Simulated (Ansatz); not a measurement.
# Calculations on CNO

**1. Relaxation**

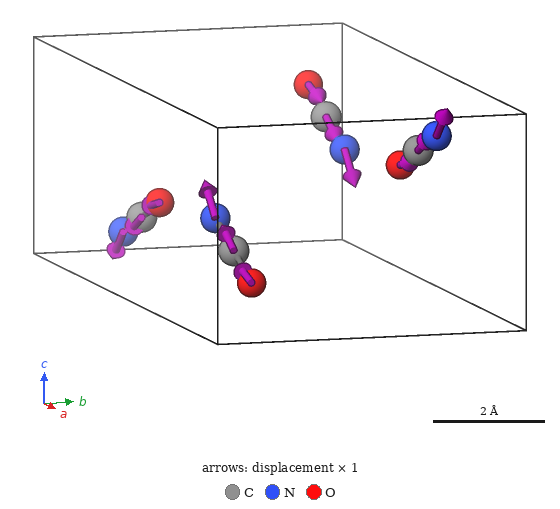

This is a relaxation of solid CNO (set up in Pnma). The starting structure is drawn; purple arrows show the displacements (the part carried along by the change of the cell is left out), at their true length.

A ball-and-stick model of the cell of the calculation, seen slightly off an axis.

All numbers below come from DFT PBE+D3(BJ), scalar-relativistic, plane waves, PAW (Ansatz).

The input:
```yaml
crystal:
  lattice:
    - [11.512933, 0.0, 0.0]
    - [0.0, 5.813432, 0.0]
    - [0.0, 0.0, 3.949227]
  atoms:
    - { symbol: C, position: [0.831474, 0.75, 0.777444] }
    - { symbol: C, position: [0.331474, 0.75, 0.722556] }
    - { symbol: C, position: [0.168526, 0.25, 0.222556] }
    - { symbol: C, position: [0.668526, 0.25, 0.277444] }
    - { symbol: "N", position: [0.931783, 0.75, 0.886096], spin: 0.29 }
    - { symbol: "N", position: [0.431783, 0.75, 0.613904], spin: 0.29 }
    - { symbol: "N", position: [0.068217, 0.25, 0.113904], spin: 0.29 }
    - { symbol: "N", position: [0.568217, 0.25, 0.386096], spin: 0.29 }
    - { symbol: O, position: [0.734659, 0.75, 0.669421], spin: 0.18 }
    - { symbol: O, position: [0.234659, 0.75, 0.830579], spin: 0.18 }
    - { symbol: O, position: [0.265341, 0.25, 0.330579], spin: 0.18 }
    - { symbol: O, position: [0.765341, 0.25, 0.169421], spin: 0.18 }
basis:
  ecutwfc: 420
kpoints:
  mp_grid: { grid: [4, 6, 10] }
hamiltonian:
  xc: pbe
  dispersion: d3bj
scf:
  occupations: { method: gaussian, width: 0.1 }
output:
  forces: true
  stress: true
  eigenvalues: true
  populations: true
  write_density: true
  write_potential: true
  elf: true
  volumetric_format: npy
magnetization:
  spin_polarized: true
relax:
  adjacent_minimum: "off"
  f_tol: 0.005
  max_steps: 80
  cell: { stress_tol: 0.05 }
```

Command:
```bash
ansatz run input.yaml --threads 4 --pin off --max-ram 9216MiB --backend cpu --events-out ev --progress --plain --runs-dir out
```

### What happened in the run?

Over 26 accepted moves (32 points after the start) the energy falls by 262 meV per atom. Largest force component: 0.35 eV/Å at the start, 0.0037 eV/Å at the end. Pressure: −0.95 GPa at the start and 0.00 GPa at the end. The line search rejected the trial steps at points 9, 12 of the run. At 4 points the geometry stayed and the basis and grid were re-selected for the new cell (energy shift of 3.9 meV per atom at most each time). The largest moves relative to the cell, 0.92 Å, are those of N5, N6, N7 and N8. N5 goes along [1 0 3]. By element the largest moves are N 0.92 Å, O 0.88 Å, C 0.84 Å. Cell: a 11.513 → 11.414 Å (−0.9 %), b 5.813 → 4.081 Å (−29.8 %), c 3.949 → 3.771 Å (−4.5 %). Volume −33.6 %. Some distances before and after: C1–O9 1.193 → 1.165 Å, C1–N5 1.232 → 1.254 Å. The space group stays Pnma (No. 62). The run took 23 min on 4 threads of Arm Neoverse V1, on a shared host, peak memory 1.4 GiB.

**2. Dynamics**

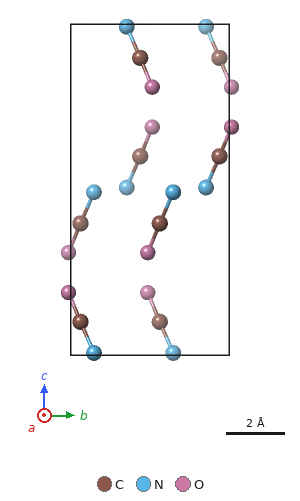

Starting frame of a dynamics run of a 24-atom cell of CNO (set up in Pnma). The picture is a ball-and-stick view of the simulation cell, seen along the a axis.

These are results of DFT PBE+D3(BJ), scalar-relativistic, plane waves, PAW in Ansatz 0.2.0, not measurements.

Input file:
```yaml
crystal:
  lattice:
    - [0.0, -4.0699426948, -3.742182969]
    - [0.0, 4.0699426948, -3.742182969]
    - [11.5004647361, 0.0, 0.0]
  atoms:
    - { symbol: C, position: [0.6882281495, 0.4382281495, 0.8986998496] }
    - { symbol: C, position: [0.1882281495, 0.9382281495, 0.8986998496] }
    - { symbol: C, position: [0.8117718505, 0.5617718505, 0.3986998496] }
    - { symbol: C, position: [0.3117718505, 0.0617718505, 0.3986998496] }
    - { symbol: C, position: [0.3117718505, 0.5617718505, 0.1013001504] }
    - { symbol: C, position: [0.8117718505, 0.0617718505, 0.1013001504] }
    - { symbol: C, position: [0.1882281495, 0.4382281495, 0.6013001504] }
    - { symbol: C, position: [0.6882281495, 0.9382281495, 0.6013001504] }
    - { symbol: "N", position: [0.1035312567, 0.8535312567, 0.9928506358] }
    - { symbol: "N", position: [0.6035312567, 0.3535312567, 0.9928506358] }
    - { symbol: "N", position: [0.8964687433, 0.6464687433, 0.4928506358] }
    - { symbol: "N", position: [0.3964687433, 0.1464687433, 0.4928506358] }
    - { symbol: "N", position: [0.8964687433, 0.1464687433, 0.0071493642] }
    - { symbol: "N", position: [0.3964687433, 0.6464687433, 0.0071493642] }
    - { symbol: "N", position: [0.1035312567, 0.3535312567, 0.5071493642] }
    - { symbol: "N", position: [0.6035312567, 0.8535312567, 0.5071493642] }
    - { symbol: O, position: [0.7642294939, 0.5142294939, 0.8103502458] }
    - { symbol: O, position: [0.2642294939, 0.0142294939, 0.8103502458] }
    - { symbol: O, position: [0.7357705061, 0.4857705061, 0.3103502458] }
    - { symbol: O, position: [0.2357705061, 0.9857705061, 0.3103502458] }
    - { symbol: O, position: [0.2357705061, 0.4857705061, 0.1896497542] }
    - { symbol: O, position: [0.7357705061, 0.9857705061, 0.1896497542] }
    - { symbol: O, position: [0.2642294939, 0.5142294939, 0.6896497542] }
    - { symbol: O, position: [0.7642294939, 0.0142294939, 0.6896497542] }
basis:
  ecutwfc: 420
kpoints:
  mp_grid: { grid: [4, 4, 2], shift: [0.5, 0.5, 0.5] }
hamiltonian:
  xc: pbe
  dispersion: d3bj
scf:
  occupations: { method: fermi_dirac, width: 0.05 }
  lower_state_search: "off"
  convergence: { dr2_threshold: 1.0e-07 }
output:
  forces: true
  stress: true
md:
  timestep: 2.0
  n_steps: 30
  ensemble: nvt_langevin
  temperature: 150.0
  initial_velocities: maxwell_boltzmann
  seed: 14771
  friction: 0.02
```

Command:
```bash
ansatz run input.yaml --threads 4 --pin off --max-ram 9216MiB --backend cpu --events-out ev --progress --plain --runs-dir out
```

Question: Predict how the run goes.

Answer: Over the second half the temperature averages 609 K (spread ±71 K). That is above the set 150 K, because the structure releases potential energy faster than the thermostat removes it. The potential energy is still drifting at the end, so the run hasn't reached equilibrium. The potential energy in the second half lies on average 104 meV per atom below the first frame. The mean pressure there is 4.9 GPa. Root-mean-square distances from the starting positions over the second half, with the common drift of all atoms taken out: N 0.35 Å, O 0.17 Å, C 0.14 Å. The heavy atoms stay within a fraction of a molecule's size of their starting places; so short a run doesn't tell a liquid from a solid. Bond changes: 4 N–N bonds form between 30 fs and 40 fs.

Along the run (each row but the first and the last is the mean over the interval that it begins):

| time (fs) | potential energy (meV/atom) | T (K) | p (GPa) |
| --- | --- | --- | --- |
| 0.0 | 0.0 | 144 | 0.2 |
| 6.0 | 2.6 | 118 | 0.1 |
| 12.0 | 0.9 | 150 | -0.4 |
| 18.0 | -11.1 | 227 | 0.0 |
| 24.0 | -40.0 | 406 | 1.1 |
| 30.0 | -80.4 | 625 | 0.6 |
| 36.0 | -93.8 | 631 | 3.0 |
| 42.0 | -91.7 | 530 | 8.4 |
| 48.0 | -106.9 | 551 | 10.3 |
| 54.0 | -137.3 | 695 | 4.3 |
| 60.0 | -134.8 | 643 | -1.5 |

The paths of the atoms, magnified 2 times:

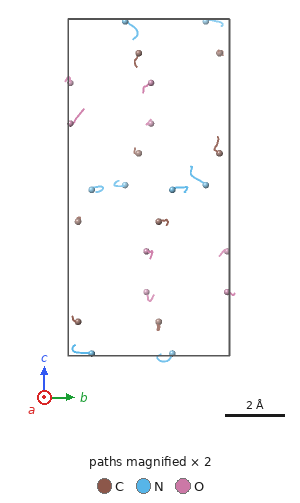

**3. Dynamics**

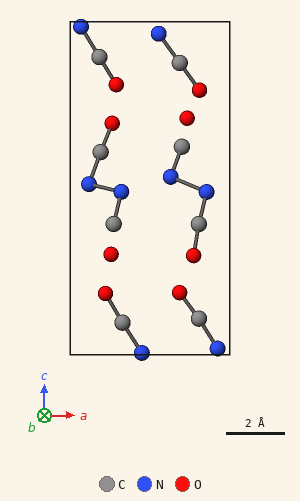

Starting frame of a dynamics run of a 24-atom cell of CNO. It starts from the last geometry of an earlier run, with fresh velocities. A ball-and-stick model of the simulation cell, seen along the b axis.

Level of theory: Ansatz, DFT PBE+D3(BJ), scalar-relativistic, plane waves, PAW.

Input file:
```yaml
crystal:
  lattice:
    - [0.0, -4.0699426948, -3.742182969]
    - [0.0, 4.0699426948, -3.742182969]
    - [11.5004647361, 0.0, 0.0]
  atoms:
    - { symbol: C, position: [0.68663757, 0.4289852371, 0.8759537596] }
    - { symbol: C, position: [0.1830243385, 0.9443205383, 0.8936881694] }
    - { symbol: C, position: [0.8063098622, 0.5807518607, 0.3923152842] }
    - { symbol: C, position: [0.272423597, 0.0596251957, 0.3925736587] }
    - { symbol: C, position: [0.3278152231, 0.5513939338, 0.0961600605] }
    - { symbol: C, position: [0.8069500035, 0.0396574979, 0.1081791969] }
    - { symbol: C, position: [0.1906616524, 0.4225299546, 0.6082467355] }
    - { symbol: C, position: [0.6997755524, 0.9279994587, 0.6244803931] }
    - { symbol: "N", position: [0.0677611354, 0.8968788916, 0.9846082316] }
    - { symbol: "N", position: [0.5548435021, 0.3737821287, 0.9636825393] }
    - { symbol: "N", position: [0.8548628945, 0.6837888676, 0.4886148445] }
    - { symbol: "N", position: [0.3203724901, 0.1548856581, 0.4889213168] }
    - { symbol: "N", position: [0.9235183481, 0.0918533278, 0.0185259389] }
    - { symbol: "N", position: [0.4489842084, 0.6058346931, 0.0052685856] }
    - { symbol: "N", position: [0.1177968239, 0.328640838, 0.5120512882] }
    - { symbol: "N", position: [0.6300630186, 0.8019700868, 0.5338453199] }
    - { symbol: O, position: [0.810209639, 0.4851688775, 0.7940997931] }
    - { symbol: O, position: [0.2889416147, -0.0058567875, 0.8107004276] }
    - { symbol: O, position: [0.7733741912, 0.4922713342, 0.2975580608] }
    - { symbol: O, position: [0.256119777, 0.9563660792, 0.3011850052] }
    - { symbol: O, position: [0.2210586908, 0.5043880187, 0.1838081446] }
    - { symbol: O, position: [0.6857297585, 1.0045028675, 0.1863042462] }
    - { symbol: O, position: [0.2631434189, 0.5104151028, 0.6946398953] }
    - { symbol: O, position: [0.7327510037, 0.0526149781, 0.7100273674] }
basis:
  ecutwfc: 420
kpoints:
  mp_grid: { grid: [4, 4, 2], shift: [0.5, 0.5, 0.5] }
hamiltonian:
  xc: pbe
  dispersion: d3bj
scf:
  occupations: { method: fermi_dirac, width: 0.05 }
  lower_state_search: "off"
  convergence: { dr2_threshold: 1.0e-07 }
output:
  forces: true
  stress: true
md:
  timestep: 2.0
  n_steps: 32
  ensemble: nvt_langevin
  temperature: 450.0
  initial_velocities: maxwell_boltzmann
  seed: 14772
  friction: 0.02
```

Launched with:
```bash
ansatz run input.yaml --threads 4 --pin off --max-ram 9216MiB --backend cpu --events-out ev --progress --plain --runs-dir out
```

> Predict how the run goes.

Over the second half the temperature averages 501 K (spread ±75 K). The potential energy is still drifting at the end, so the run hasn't reached equilibrium. The potential energy in the second half lies on average 11.9 meV per atom below the first frame. The mean pressure there is 2.9 GPa. Root-mean-square distances from the starting positions over the second half, with the common drift of all atoms taken out: N 0.31 Å, O 0.23 Å, C 0.16 Å. The heavy atoms stay within a fraction of a molecule's size of their starting places; so short a run doesn't tell a liquid from a solid.

Along the run (each row but the first and the last is the mean over the interval that it begins):

```
time (fs)  potential energy (meV/atom)  T (K)  p (GPa)
      0.0                          0.0    431     -1.7
     10.0                          2.0    503      5.4
     20.0                         -3.0    448      6.5
     30.0                         -2.6    501      2.4
     40.0                        -11.9    556      0.6
     50.0                        -17.5    499      4.5
     60.0                        -14.9    434      5.5
```

The paths of the atoms:

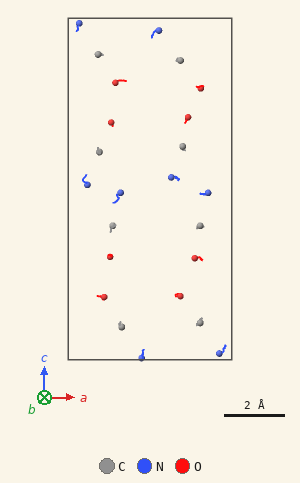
